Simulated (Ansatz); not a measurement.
# Geometry relaxation of ZrS2 (part 1 of 2)

The run: geometry relaxation of ZrS2 (slab, 6 atoms in the cell). Method and program: DFT PBE+D3(BJ), scalar-relativistic, plane waves, PAW, no spin polarisation (Ansatz 0.2.0).

The structure derives from an entry of the Crystallography Open Database. The input holds or restrains some coordinates. Forces given for the steps count only the free coordinates. It belongs to a series of runs on one base structure; here: bilayer, upper layer shifted by (0.667, 0.333). Figures and captions count atoms from 1; the log counts them from 0 in places.

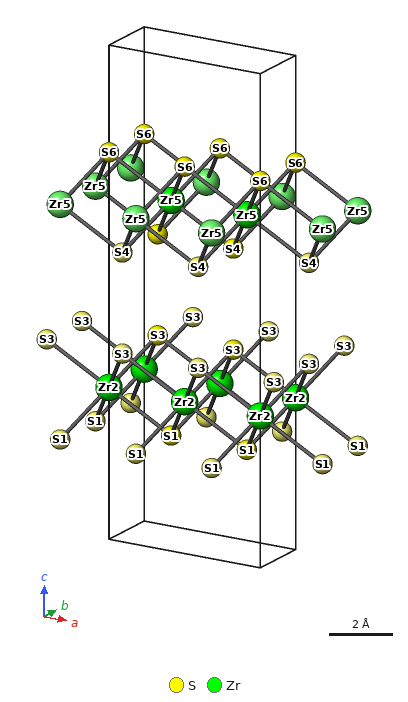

*The starting structure (ball-and-stick view of the 2 × 1 repeat of the cell, with the vacuum cut short, seen slightly off an axis; neighbours outside the cell are drawn fainter; atoms are numbered from 1 in the order of the input). An atom can appear more than once, as a periodic image.*

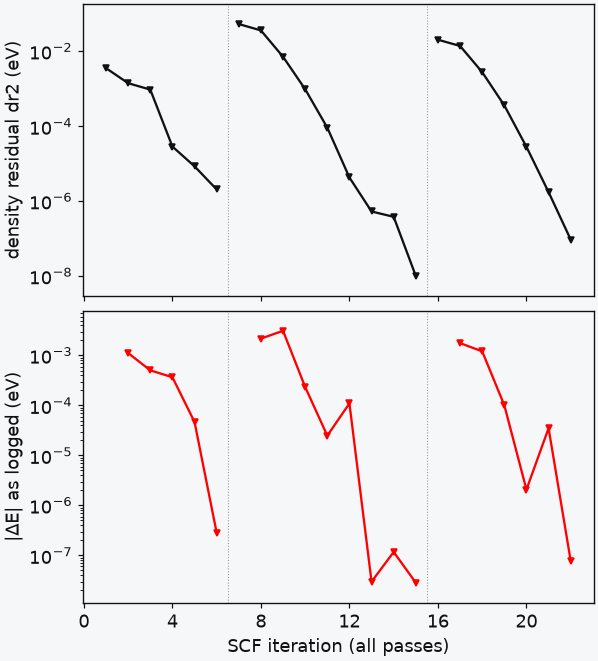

*Convergence of the self-consistent field: density residual dr2 and size of the energy change against the SCF iteration. The dotted lines part the SCF passes of the relaxation: geometry steps, rejected trials and re-solves on a re-selected basis.*

The passes take 6, 9 and 7 iterations.

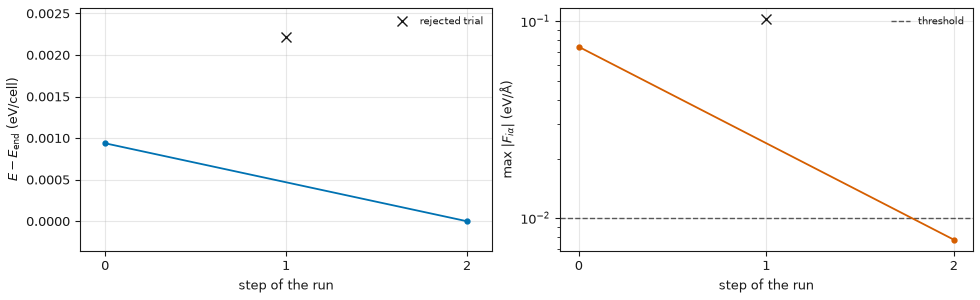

*Progress of the restrained relaxation, step by step (the first geometry is step 0 here and step 1 in the log).*

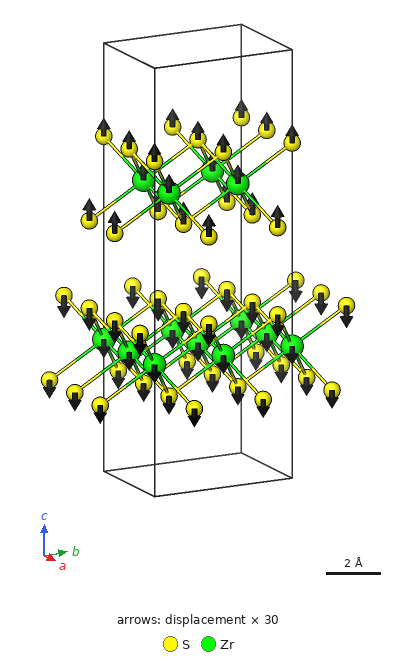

*The starting structure with the displacements as black arrows, magnified 30 times (ball-and-stick view of the 2 × 2 repeat of the cell, with the vacuum cut short, with bonded neighbours outside it, seen slightly off an axis).*

The largest moves, 0.029 Å, are those of S3 and S4. By element the largest moves are S 0.029 Å, Zr 0.024 Å. The cell doesn't change. After 2 geometry steps the energy has fallen by 0.9 meV per cell of the calculation. Largest force component: 0.074 eV/Å at the start, 0.0078 eV/Å at the end. The line search rejected the trial step at point 1 (counted from 0) and went back. (Atoms are counted from 1 in the order of the input.)

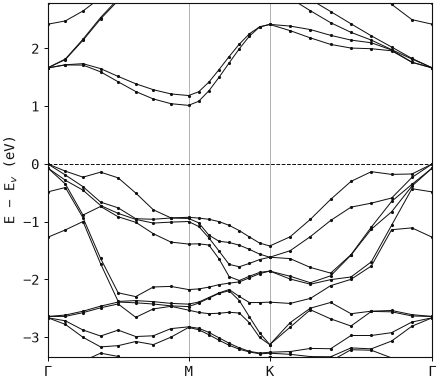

*Band structure along Γ–M–K–Γ, with energies from the valence-band top.*

There is a gap of 1.01 eV on this path, indirect, from Γ to M.

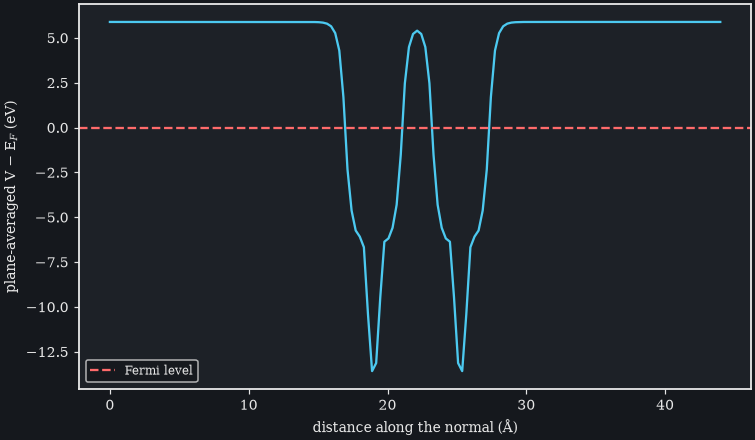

*Plane average of the electrostatic potential energy of an electron across the cell, from the Fermi level.*

The vacuum level lies 5.89 eV above the Fermi level.

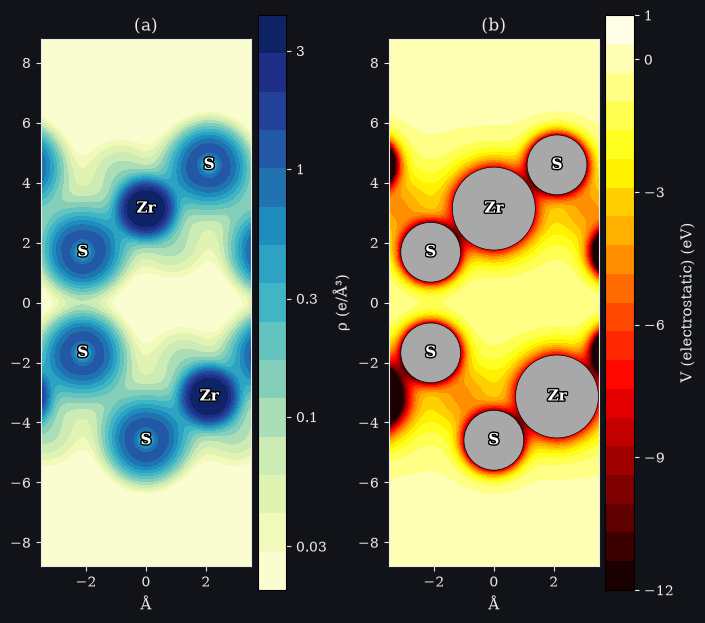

*(a) valence pseudo-density; (b) electrostatic potential energy of an electron on the (110) plane of the calculation cell, a cut from vacuum to vacuum. Grey discs, where drawn, cover atomic cores.*

Zr–S (2.56 Å): ρ is about 0.44 e/Å³ halfway. The density dies away to nearly zero in the vacuum. Core electrons are frozen (PAW), so the fields are smoothed inside the atomic spheres.

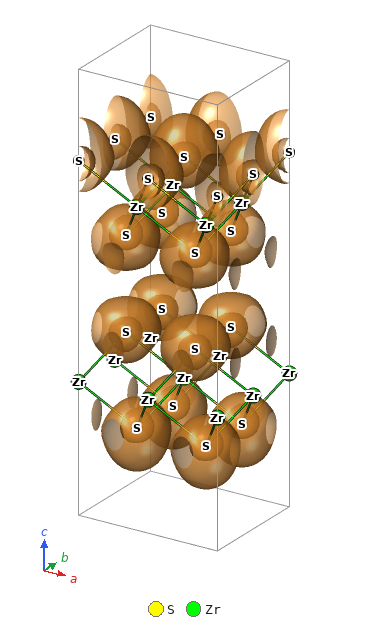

*Isosurface of the electron localisation function at 0.75 (orange), seen slightly off an axis. Core shells and regions of very low density are left out. Sticks mark near contacts.*

Values along the shortest contacts: Zr–S (2.56 Å): the ELF is about 0.40 at the midpoint.

The input that produced these results follows, with the program's output.

### Input
```yaml
crystal:
  lattice:
    - [3.6481572915, 0.0, 0.0]
    - [-1.8240786457, 3.1593968914, 0.0]
    - [0.0, 0.0, 44.2705330929]
  atoms:
    - { symbol: S, position: [0.6666666667, 0.3333333333, 0.3968245252] }
    - { symbol: Zr, position: [0.0, 0.0, 0.4297768421] }
    - { symbol: S, position: [0.3333333333, 0.6666666667, 0.462729159] }
    - { symbol: S, position: [0.3333333333, 0.6666666667, 0.537270841] }
    - { symbol: Zr, position: [0.6666666667, 0.3333333333, 0.5702231579] }
    - { symbol: S, position: [0.0, 0.0, 0.6031754748] }
  periodic: [true, true, false]
basis:
  ecutwfc: 420
kpoints:
  mp_grid: { grid: [12, 12, 1] }
  band_path:
    path:
      - [0, 0, 0]
      - [0.5, 0, 0]
      - [0.3333333333333, 0.3333333333333, 0]
      - [0, 0, 0]
    npoints: 8
hamiltonian:
  xc: pbe
  dispersion: d3bj
scf:
  occupations: { method: gaussian, width: 0.02 }
output:
  forces: true
  stress: true
  eigenvalues: true
  write_density: true
  write_potential: true
  elf: true
  volumetric_format: npy
relax:
  adjacent_minimum: "off"
  f_tol: 0.01
  max_steps: 50
  constraints: [{ sites: [0, 3], fix: xy }]
```

Launched with:
```bash
ansatz run input.yaml --threads 2 --pin off --max-ram 5120MiB --backend cpu --events-out ev --progress --plain --runs-dir out
```

### Output
```
Warning: crystal.symmetry: narrowed to the stabiliser of the relax constraints — unitary ops 12 → 6; lowered at sites 0, 2, 3, 5 (the operations that carried what is held of a site onto what its image site leaves free; the constrained walk keeps no symmetry that its constraints do not admit)
Warning: output.stress: scf.convergence.dr2_threshold = 1e-7 eV (the SCF's general default) is looser than the 6e-10 eV advised for a printed stress (1e-10 eV for each atom of the cell: 6). What an SCF threshold leaves in a stress goes as its square root, and in the free energy as the threshold itself, and one threshold admits the most on a small cell: of the crystals measured, under no hybrid functional and no lock of the moments, on runs that ended without the residual-converged pass, on stresses that held no estimate of that error, the worst erred by over 100 MPa in a component at 1e-7 eV an atom and by under 5 at 1e-10. Every solve of this run answers to scf.convergence.dr2_threshold, and the tensor of one is reported: a single SCF on the reported geometry and on this run's grids (its basis.xc_grid and basis.ecutrho_ratio typed), with scf.convergence.dr2_threshold at 6e-10 eV or tighter, prints it and tightens no other solve. Else set scf.convergence.dr2_threshold to 6e-10 eV or tighter. The threshold is an SCF's pass mark: one that does not reach it within its budget of iterations ends unconverged, or closes short of it on a stop that the run arms, and scf.convergence.dr2_threshold's page says what that costs each kind of run
Engine: ansatz 0.2.0, x86_64-unknown-linux-gnu
Pseudopotentials: kind: paw
Pseudopotential: S, paw, valence charge 6, recommended cutoff 420 eV (normal), S.paw.azcp
Pseudopotential: Zr, paw, valence charge 12, recommended cutoff 420 eV (normal), Zr.paw.azcp
Functional definition: PBE
  parameter kappa = 0.804
  parameter beta = 0.06672455060314922
  exchange = pbe_x(kappa = kappa, mu = beta*pi^2/3)
  correlation = pbe_c(beta = beta)
Crystal: 6 atoms, lattice volume = 510.261 Å³
Basis set: ecut = 420 eV, 9819 PW (Γ), exchange–correlation on 50×50×600 points (8 copies of the dense FFT grid, shifted against one another)
Bands: 30, of which v1, the nominal top of the filled ones, is band 24 counted from 1 (23 counted from 0)
Symmetry: 6 space group operations
k-points: 19 of 144 (time reversal used)
Non-local potential: S, projectors of the file, l = 0: 2, l = 1: 2, l = 2: 2
Non-local potential: Zr, projectors of the file, l = 0: 3, l = 1: 2, l = 2: 2, l = 3: 2
PAW form: soft (Blöchl's): semilocal exchange-correlation on the pseudo side does not see the compensation charge
PAW one-centre angular grid: S, 110 points (default); XC on 64 Gauss nodes
PAW one-centre angular grid: Zr, 590 points (default); XC on 64 Gauss nodes
Initial density: superposition of atomic densities (neutral atoms: chi_scale 0, normalization atom), corrected by the library's trained network
Initial wavefunctions: pseudopotential atomic-orbital guess
Functional: x = pbe(κ = 0.804, μ = 0.2195149727645171), c = pbe(β = 0.06672455060314922)
SCF iter   1: F=—  HF=-11986.942012 eV  |F-HF|=—  |Δ(HF+E_count)|=         —  Δρ=7.09e-4  dr2=3.55e-3  ethr=1.77e-3  ⟨swp⟩=12.2  Hψ=3871  notcnv=0
preconditioner: auto → Resta (q_TF=auto, 1.840 Å⁻¹)  ε∞=2.7  [insulator: Δε(μ)=0.989 eV  Ē_g=7.227 eV  σ=0.020 eV  W_gap=1.00  n_scr=24 (ndim 8)  ℏωp=9.3 eV  f_vac=0.711  D(μ)=0.00/eV (n_scr^D=0)  ε∞_Penn≈2.7  vacuum switching on, ρ_ref=3.8e-3 e/Å³]
SCF iter   2: F=—  HF=-11986.940895 eV  |F-HF|=—  |Δ(HF+E_count)|=   1.12e-3  Δρ=3.77e-4  dr2=1.41e-3  ethr=7.40e-6  ⟨swp⟩=3.4  Hψ=1635  notcnv=0  defer=35
SCF iter   3: F=—  HF=-11986.941400 eV  |F-HF|=—  |Δ(HF+E_count)|=   5.05e-4  Δρ=2.25e-4  dr2=9.51e-4  ethr=2.94e-6  ⟨swp⟩=3.1  Hψ=1002  notcnv=0  defer=35
SCF iter   4: F=—  HF=-11986.941767 eV  |F-HF|=—  |Δ(HF+E_count)|=   3.67e-4  Δρ=5.76e-5  dr2=2.87e-5  ethr=1.98e-6  ⟨swp⟩=2.1  Hψ=730  notcnv=0  defer=35
SCF iter   5: F=—  HF=-11986.941814 eV  |F-HF|=—  |Δ(HF+E_count)|=   4.67e-5  Δρ=3.01e-5  dr2=8.52e-6  ethr=5.98e-8  ⟨swp⟩=3.3  Hψ=1214  notcnv=0  defer=35
SCF iter   6: F=-11986.941813 eV  HF=-11986.941814 eV  |F-HF|=4.13e-7  |Δ(HF+E_count)|=   2.84e-7  Δρ=1.22e-5  dr2=2.06e-6  ethr=5.21e-9  ⟨swp⟩=22.9  Hψ=7191  notcnv=0
SCF 1 converged in 6 iterations: F = -11986.941813 eV  dr2 = 2.06e-6
  greatest PAW one-centre occupation: 0.995 electrons in one spin orbital (limit 2), on the Zr atom at site 4 (counted from 0), in its partial waves of l = 0
relax step   1: F+E_penalty+E_count = -11986.94181343 eV  Δ(F+E_penalty+E_count) = +0.000e0 eV  max|allowed force component| = 7.421e-2 eV/Å  Δτ_max = 0.0000 Å  (6 SCF iters, dr2 threshold 2.50e-6 eV, accepted)
Initial density: handed on by an earlier stage of this run
Initial wavefunctions: those handed on with the density
iter 1 solved again at ethr=1.12e-4 eV; its pass at ethr=3.10e-3 eV (dr2=5.36e-2 eV) is discarded
```
